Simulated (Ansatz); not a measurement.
**Geometry relaxation, with input and output: B31HN32 (part 1 of 4)**

System: B31HN32 (defect cell, 64 atoms in the cell).
Method: DFT PBE+D3(BJ), scalar-relativistic, plane waves, PAW, spin-polarised (Ansatz 0.2.0).

The structure derives from an entry of the Crystallography Open Database.

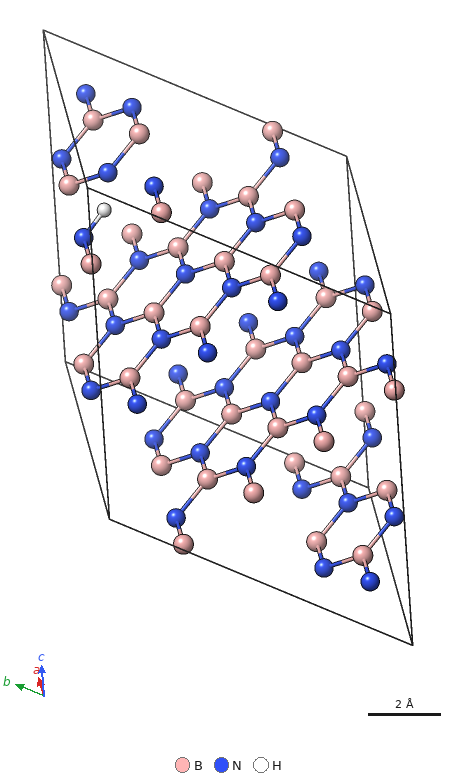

The structure as given in the input (ball-and-stick view of the cell of the calculation, seen at an oblique angle). An atom can appear more than once, as a periodic image. Near neighbours in the periodic cell (some may lie outside the picture): B has 3 N at 1.45 Å; N has 3 B at 1.45 Å; N has 2 B at 1.45 Å and 1 H at 1.00 Å; N has 2 B at 1.45 Å; H has 1 N at 1.00 Å.

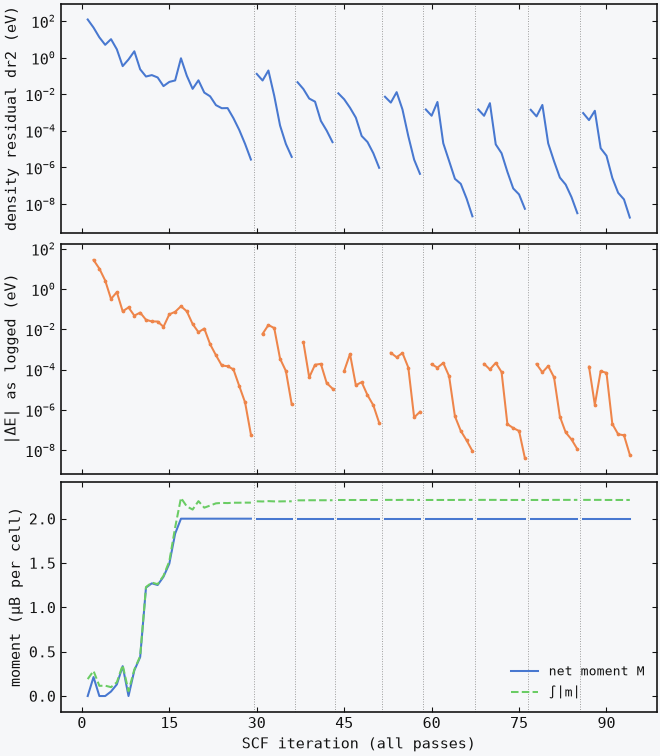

Convergence of the self-consistent field: density residual dr2, size of the energy change and magnetic moment against the SCF iteration. The dotted lines part the SCF passes of the relaxation: geometry steps, rejected trials and re-solves on a re-selected basis. The 9 passes take 7 to 29 iterations each, 94 in all. The net moment goes from 0.0 to 2.0 μB per cell.

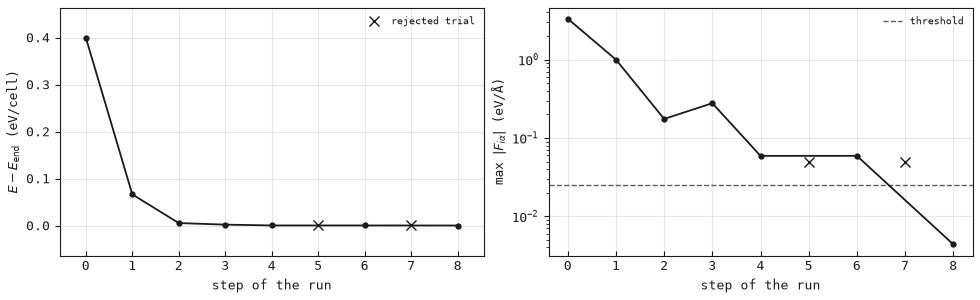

Progress of the relaxation, step by step (the first geometry is step 0 here and step 1 in the log).

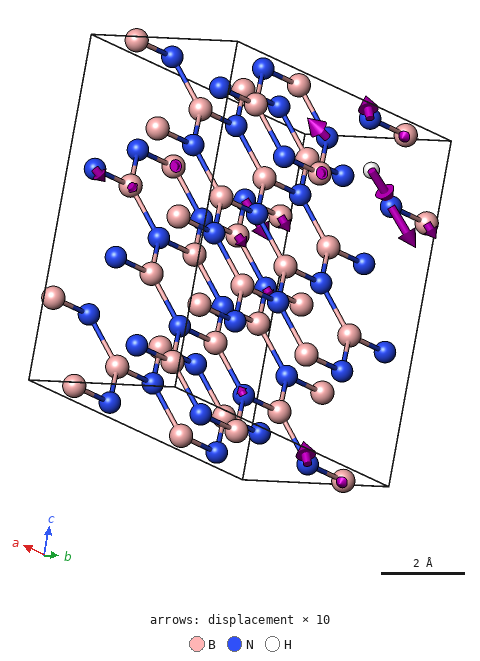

The starting structure with the displacements as pink arrows, magnified 10 times (ball-and-stick view of the cell of the calculation, seen at an oblique angle). Over 8 geometry steps the energy falls by 0.400 eV per cell of the calculation. The largest force component goes from 3.3 to 0.0044 eV/Å. The line search rejected the trial steps at points 5, 7 (counted from 0) and went back. The largest moves, 0.12 Å, are those of N48 and H64. By element the largest moves are N 0.12 Å, H 0.11 Å, B 0.04 Å. The cell doesn't change. Distances before and after: B12–N60 1.447 → 1.402 Å, B1–N48 1.447 → 1.408 Å, B15–N56 1.447 → 1.420 Å, N48–H64 1.004 → 1.025 Å. Among the angles that change: B2–N60–B12 120.0° → 125.5°, B1–N48–B7 120.0° → 125.3°, B7–N48–H64 122.7° → 117.4°. (Atoms are counted from 1 in the order of the input.)

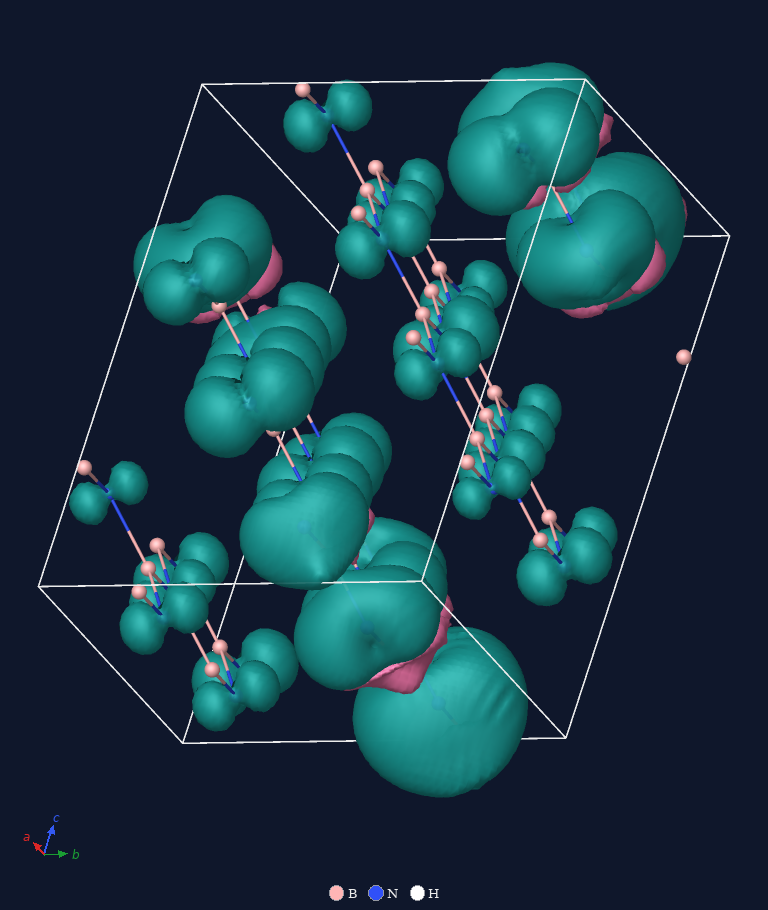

Isosurfaces of the spin density (up minus down) at +0.003 (teal) and −0.003 e/Å³ (pink), seen at an oblique angle. Sticks mark near contacts. The outline is the calculation cell. The cell of the calculation (64 atoms) carries 2.0 μB net. The fields are those of the smooth PAW valence density.

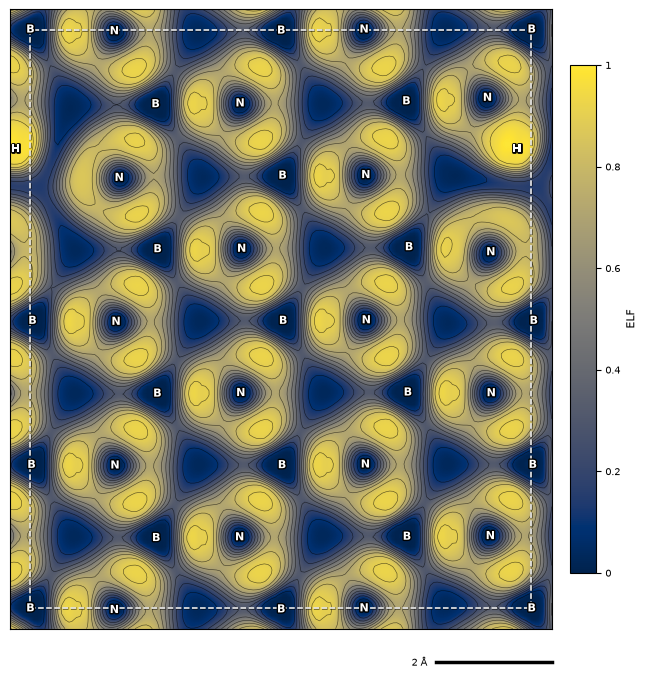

ELF on the (011) plane of the calculation cell. Atoms in the plane: B, N and H. N–H (1.02 Å): the ELF climbs to about 1 towards the hydrogen (a covalent bond by its length). B–N (1.40 Å): the ELF peaks at about 0.90 between the atoms, which marks a shared but strongly polarised pair.

The input that produced these results follows, with the program's output.

**Input**
```yaml
crystal:
  lattice:
    - [0.0, 8.6825123375, 0.0]
    - [5.0128508353, 4.3412561688, -6.6141239334]
    - [-5.0128508353, 4.3412561688, -6.6141239334]
  atoms:
    - { symbol: B, position: [0.2916666667, 0.125, 0.625] }
    - { symbol: B, position: [0.5416666667, 0.0, 0.75] }
    - { symbol: B, position: [0.2916666667, 0.375, 0.375] }
    - { symbol: B, position: [0.7916666667, 0.875, 0.875] }
    - { symbol: B, position: [0.5416666667, 0.25, 0.5] }
    - { symbol: B, position: [0.7916666667, 0.125, 0.625] }
    - { symbol: B, position: [0.0416666667, 0.0, 0.75] }
    - { symbol: B, position: [0.2916666667, 0.625, 0.125] }
    - { symbol: B, position: [0.5416666667, 0.5, 0.25] }
    - { symbol: B, position: [0.7916666667, 0.375, 0.375] }
    - { symbol: B, position: [0.0416666667, 0.25, 0.5] }
    - { symbol: B, position: [0.5416666667, 0.75, 0.0] }
    - { symbol: B, position: [0.7916666667, 0.625, 0.125] }
    - { symbol: B, position: [0.0416666667, 0.5, 0.25] }
    - { symbol: B, position: [0.0416666667, 0.75, 0.0] }
    - { symbol: B, position: [0.4583333333, 0.75, 0.5] }
    - { symbol: B, position: [0.4583333333, 0.0, 0.25] }
    - { symbol: B, position: [0.7083333333, 0.875, 0.375] }
    - { symbol: B, position: [0.4583333333, 0.25, 0.0] }
    - { symbol: B, position: [0.9583333333, 0.75, 0.5] }
    - { symbol: B, position: [0.7083333333, 0.125, 0.125] }
    - { symbol: B, position: [0.9583333333, 0.0, 0.25] }
    - { symbol: B, position: [0.2083333333, 0.875, 0.375] }
    - { symbol: B, position: [0.4583333333, 0.5, 0.75] }
    - { symbol: B, position: [0.7083333333, 0.375, 0.875] }
    - { symbol: B, position: [0.9583333333, 0.25, 0.0] }
    - { symbol: B, position: [0.2083333333, 0.125, 0.125] }
    - { symbol: B, position: [0.7083333333, 0.625, 0.625] }
    - { symbol: B, position: [0.9583333333, 0.5, 0.75] }
    - { symbol: B, position: [0.2083333333, 0.375, 0.875] }
    - { symbol: B, position: [0.2083333333, 0.625, 0.625] }
    - { symbol: "N", position: [0.5416666667, 0.625, 0.625] }
    - { symbol: "N", position: [0.5416666667, 0.875, 0.375] }
    - { symbol: "N", position: [0.7916666667, 0.75, 0.5] }
    - { symbol: "N", position: [0.5416666667, 0.125, 0.125] }
    - { symbol: "N", position: [0.0416666667, 0.625, 0.625] }
    - { symbol: "N", position: [0.7916666667, 0.0, 0.25] }
    - { symbol: "N", position: [0.0416666667, 0.875, 0.375] }
    - { symbol: "N", position: [0.2916666667, 0.75, 0.5] }
    - { symbol: "N", position: [0.5416666667, 0.375, 0.875] }
    - { symbol: "N", position: [0.7916666667, 0.25, 0.0] }
    - { symbol: "N", position: [0.0416666667, 0.125, 0.125] }
    - { symbol: "N", position: [0.2916666667, 0.0, 0.25] }
    - { symbol: "N", position: [0.7916666667, 0.5, 0.75] }
    - { symbol: "N", position: [0.0416666667, 0.375, 0.875] }
    - { symbol: "N", position: [0.2916666667, 0.25, 0.0] }
    - { symbol: "N", position: [0.2916666667, 0.5, 0.75] }
    - { symbol: "N", position: [0.2083333333, 0.0, 0.75] }
    - { symbol: "N", position: [0.2083333333, 0.25, 0.5] }
    - { symbol: "N", position: [0.4583333333, 0.125, 0.625] }
    - { symbol: "N", position: [0.2083333333, 0.5, 0.25] }
    - { symbol: "N", position: [0.7083333333, 0.0, 0.75] }
    - { symbol: "N", position: [0.4583333333, 0.375, 0.375] }
    - { symbol: "N", position: [0.7083333333, 0.25, 0.5] }
    - { symbol: "N", position: [0.9583333333, 0.125, 0.625] }
    - { symbol: "N", position: [0.2083333333, 0.75, 0.0] }
    - { symbol: "N", position: [0.4583333333, 0.625, 0.125] }
    - { symbol: "N", position: [0.7083333333, 0.5, 0.25] }
    - { symbol: "N", position: [0.9583333333, 0.375, 0.375] }
    - { symbol: "N", position: [0.4583333333, 0.875, 0.875] }
    - { symbol: "N", position: [0.7083333333, 0.75, 0.0] }
    - { symbol: "N", position: [0.9583333333, 0.625, 0.125] }
    - { symbol: "N", position: [0.9583333333, 0.875, 0.875] }
    - { symbol: H, position: [0.2689942903, 0.9174879199, 0.8360010794], spin: 2.0 }
  host:
    lattice:
      - [2.5064254176, 0.0, 0.0]
      - [-1.2532127088, 2.1706280844, 0.0]
      - [0.0, 0.0, 6.6141239334]
    atoms:
      - { symbol: B, position: [0.3333333333, 0.6666666667, 0.25] }
      - { symbol: B, position: [0.6666666667, 0.3333333333, 0.75] }
      - { symbol: "N", position: [0.3333333333, 0.6666666667, 0.75] }
      - { symbol: "N", position: [0.6666666667, 0.3333333333, 0.25] }
basis:
  ecutwfc: 420
  xc_grid: 2
kpoints:
  mp_grid: { grid: [2, 2, 2], shift: [0.0, 0.0, 0.0] }
hamiltonian:
  xc: pbe
  dispersion: d3bj
scf:
  occupations: { method: gaussian, width: 0.01 }
output:
  forces: true
  stress: false
  eigenvalues: true
  populations: true
  charged_corrections:
    defect_position: [0.29166667, 0.875, 0.875]
    epsilon: [[6.5653, 0.0, 0.0], [0.0, 6.5653, 0.0], [0.0, 0.0, 3.1722]]
  write_density: true
  write_potential: true
  elf: true
  volumetric_format: npy
magnetization:
  spin_polarized: true
relax:
  adjacent_minimum: "off"
  f_tol: 0.025
  max_steps: 60
```

Command:
```bash
ansatz run input.yaml --threads 4 --pin off --max-ram 10240MiB --backend cpu --events-out ev --progress --plain --runs-dir out
```

**What the program printed**
```
Engine: ansatz 0.2.0, x86_64-unknown-linux-gnu
Pseudopotentials: kind: paw
Pseudopotential: B, paw, valence charge 3, recommended cutoff 420 eV (normal), B.paw.azcp
Pseudopotential: N, paw, valence charge 5, recommended cutoff 420 eV (normal), N.paw.azcp
Pseudopotential: H, paw, valence charge 1, recommended cutoff 420 eV (normal), H.paw.azcp
Functional definition: PBE
  parameter kappa = 0.804
  parameter beta = 0.06672455060314922
  exchange = pbe_x(kappa = kappa, mu = beta*pi^2/3)
  correlation = pbe_c(beta = beta)
Crystal: 64 atoms, lattice volume = 575.748 Å³
Basis set: ecut = 420 eV, 11305 PW (Γ), exchange–correlation on 120×128×128 points (8 copies of the dense FFT grid, shifted against one another)
Bands: 192, of which v1, the nominal top of the filled ones, is band 127 counted from 1 (126 counted from 0)
Symmetry: 1 space group operations
Space group: P1 (ITA 1), of the structure as read, at distance tolerance 8.3e-5 Å
Magnetic group: BNS 1.1 (UNI 1), of the structure as read, at distance tolerance 8.3e-5 Å
k-points: 8
Non-local potential: B, projectors of the file, l = 0: 2, l = 1: 2, l = 2: 1
Non-local potential: N, projectors of the file, l = 0: 2, l = 1: 2, l = 2: 1
Non-local potential: H, projectors of the file, l = 0: 2, l = 1: 1
PAW form: soft (Blöchl's): semilocal exchange-correlation on the pseudo side does not see the compensation charge
PAW one-centre angular grid: B, 110 points (default); XC on 64 Gauss nodes
PAW one-centre angular grid: N, 110 points (default); XC on 64 Gauss nodes
PAW one-centre angular grid: H, 110 points (default); XC on 64 Gauss nodes
Starting moments: Σ|m| = 2 μB on 1 of 64 sites
Initial wavefunctions: pseudopotential atomic-orbital guess
Functional: x = pbe(κ = 0.804, μ = 0.2195149727645171), c = pbe(β = 0.06672455060314922)
```
